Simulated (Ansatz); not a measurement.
# Cu32O15 (cell charge +1, with a compensating background) (cell with a defect): what the fields show

The calculation's input:

```
crystal:
  lattice:
    - [-8.5964821025, 0.0, 0.0]
    - [0.0, 0.0, 8.5964821025]
    - [0.0, 8.5964821025, 0.0]
  atoms:
    - { symbol: Cu, position: [0.3780418317, 0.1300657953, 0.1303119069] }
    - { symbol: Cu, position: [0.376836623, 0.6231546298, 0.1291363] }
    - { symbol: Cu, position: [0.3769046885, 0.1288467247, 0.6234151266] }
    - { symbol: Cu, position: [0.3983300951, 0.6028982218, 0.604194555], spin: 0.25 }
    - { symbol: Cu, position: [0.8750562566, 0.1249377961, 0.125258662] }
    - { symbol: Cu, position: [0.8699716059, 0.6219886097, 0.1303484105] }
    - { symbol: Cu, position: [0.8699893603, 0.130093208, 0.6222670199] }
    - { symbol: Cu, position: [0.8711837854, 0.6231337588, 0.6234544336] }
    - { symbol: Cu, position: [0.3969228562, 0.3984266765, 0.4002979643], spin: 0.25 }
    - { symbol: Cu, position: [0.3768353171, 0.8712212198, 0.3771084316] }
    - { symbol: Cu, position: [0.3768877961, 0.3768223051, 0.8715369103] }
    - { symbol: Cu, position: [0.3780818791, 0.8699475929, 0.8702042047] }
    - { symbol: Cu, position: [0.871247437, 0.3768339024, 0.3771380111] }
    - { symbol: Cu, position: [0.8699468959, 0.8699933473, 0.3783455533] }
    - { symbol: Cu, position: [0.8699514145, 0.3780820945, 0.8702339976] }
    - { symbol: Cu, position: [0.8750151647, 0.8749528588, 0.8752873083] }
    - { symbol: Cu, position: [0.1300904202, 0.1301026594, 0.3783745516] }
    - { symbol: Cu, position: [0.1288024924, 0.6231574417, 0.3771275165] }
    - { symbol: Cu, position: [0.1250382281, 0.1249280579, 0.8752420181] }
    - { symbol: Cu, position: [0.1300709104, 0.6219881322, 0.8702395519] }
    - { symbol: Cu, position: [0.6232618213, 0.12868282, 0.3770808307] }
    - { symbol: Cu, position: [0.6036224184, 0.6014770616, 0.3979922746], spin: 0.25 }
    - { symbol: Cu, position: [0.6219495365, 0.1301219345, 0.8702361693] }
    - { symbol: Cu, position: [0.623115219, 0.6231020831, 0.8714757315] }
    - { symbol: Cu, position: [0.1300734938, 0.3780749003, 0.1303388265] }
    - { symbol: Cu, position: [0.1249703984, 0.8749644291, 0.1252226853] }
    - { symbol: Cu, position: [0.1288727677, 0.3768348175, 0.6234391275] }
    - { symbol: Cu, position: [0.1300629695, 0.8699894874, 0.6222810677] }
    - { symbol: Cu, position: [0.6232374997, 0.3768068759, 0.1291147547] }
    - { symbol: Cu, position: [0.6219936837, 0.8700190682, 0.1303447546] }
    - { symbol: Cu, position: [0.601523181, 0.397434744, 0.6027580141], spin: 0.25 }
    - { symbol: Cu, position: [0.6231049635, 0.871070095, 0.6234047733] }
    - { symbol: O, position: [0.5000272518, -1.53683e-05, 0.5002715926] }
    - { symbol: O, position: [0.5000195105, 0.4999800334, 0.00037044] }
    - { symbol: O, position: [0.5000135907, 2.15555e-05, 0.000257029] }
    - { symbol: O, position: [1.000031433, 0.500000589, 0.5003141867] }
    - { symbol: O, position: [1.0000230041, 3.12915e-05, 0.5003065136] }
    - { symbol: O, position: [1.0000152754, 0.5000203609, 0.0002830241] }
    - { symbol: O, position: [1.0000169425, -2.73193e-05, 0.0002304904] }
    - { symbol: O, position: [0.2621383317, 0.2621315206, 0.2623921621] }
    - { symbol: O, position: [0.2498686835, 0.750136501, 0.2501793798] }
    - { symbol: O, position: [0.2499452441, 0.2498916649, 0.7504176053] }
    - { symbol: O, position: [0.262130164, 0.7378918347, 0.7381622022] }
    - { symbol: O, position: [0.7501971387, 0.249846143, 0.2501824529] }
    - { symbol: O, position: [0.7379007335, 0.7379250598, 0.2624010533] }
    - { symbol: O, position: [0.7379051704, 0.2621455791, 0.738172622] }
    - { symbol: O, position: [0.7500846338, 0.750070517, 0.7504148891] }
  host:
    lattice:
      - [4.2982410513, 0.0, 0.0]
      - [0.0, 4.2982410513, 0.0]
      - [0.0, 0.0, 4.2982410513]
    atoms:
      - { symbol: Cu, position: [0.25, 0.25, 0.25] }
      - { symbol: Cu, position: [0.25, 0.75, 0.75] }
      - { symbol: Cu, position: [0.75, 0.75, 0.25] }
      - { symbol: Cu, position: [0.75, 0.25, 0.75] }
      - { symbol: O, position: [0.0, 0.0, 0.0] }
      - { symbol: O, position: [0.5, 0.5, 0.5] }
total_charge: 1
basis:
  ecutwfc: 420
  xc_grid: 2
kpoints:
  mp_grid: { grid: [2, 2, 2], shift: [0.5, 0.5, 0.5] }
hamiltonian:
  xc: pbe
scf:
  occupations: { method: gaussian, width: 0.02 }
output:
  forces: true
  stress: false
  eigenvalues: true
  populations: true
  charged_corrections:
    defect_position: [0.5, 0.5, 0.5]
    epsilon: [[9.7516, 0.0, 0.0], [0.0, 9.7516, 0.0], [0.0, 0.0, 9.7516]]
  write_density: true
  write_potential: true
  elf: true
  volumetric_format: npy
magnetization:
  spin_polarized: true
relax:
  adjacent_minimum: "off"
  f_tol: 0.025
  max_steps: 60
```

Run with:

```sh
ansatz run input.yaml --threads 8 --pin off --max-ram 22528MiB --backend cpu --events-out ev --progress --plain --runs-dir out
```

The fields are those of the run's last geometry, not of the input's.

Spin-polarised.

Level of theory: DFT PBE, scalar-relativistic, plane waves, PAW in Ansatz 0.2.0.

In a PAW calculation such maps are meaningful between the atoms, not at the nuclei.

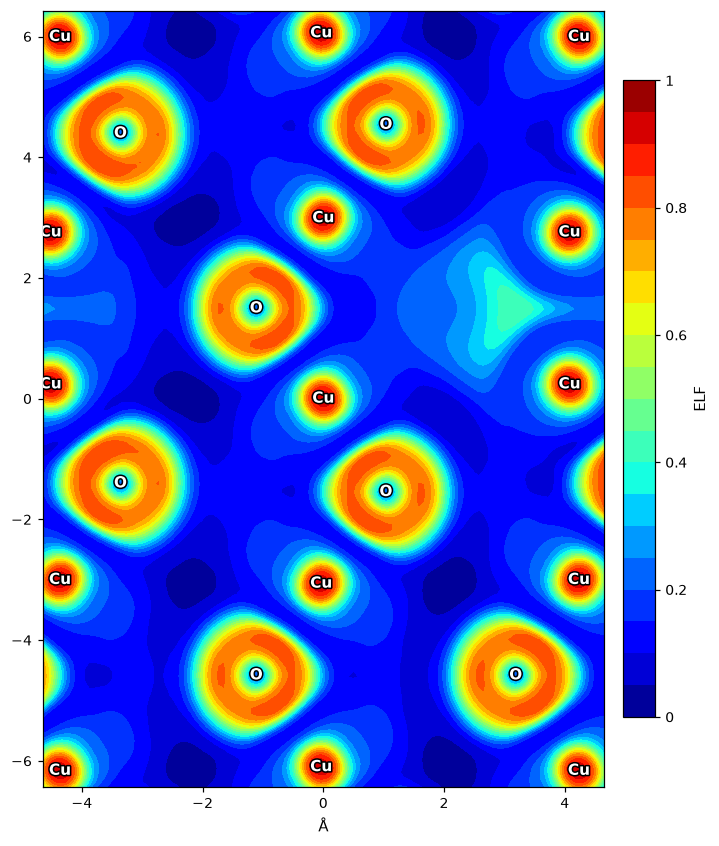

Figure 1. ELF on the (110) plane of the calculation cell.

Question: What do the fields say about this system?

Answer: Atoms in the plane: Cu and O. Cu–O (1.86 Å): the ELF peaks at about 0.85 in the valence shell of O, 0.6 Å from its nucleus, and is about 0.25 at the midpoint (no shared electron pair shows on this line). Cu–O (2.01 Å): the ELF peaks at about 0.85 in the valence shell of O, 0.6 Å from its nucleus, and is about 0.20 at the midpoint; no shared electron pair shows on this line. The features right at Cu lie inside the PAW spheres, where the map follows smoothed inner orbitals and isn't to be read closely.

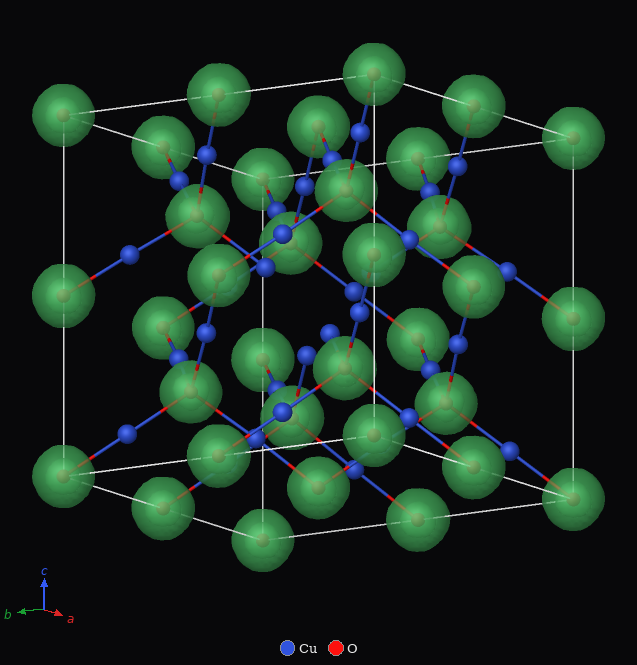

Figure 2. Isosurface of the electron localisation function at 0.75 (green), seen at an oblique angle. Core shells and regions of very low density are left out. Sticks mark near contacts.

Question: Identify the bonds, lone pairs and shells in this picture.

Answer: At this value the surface marks out 15 regions wrapped around O (the valence shell of each), counted in one cell of 47 atoms. Any copies at cell faces, edges or corners count once.
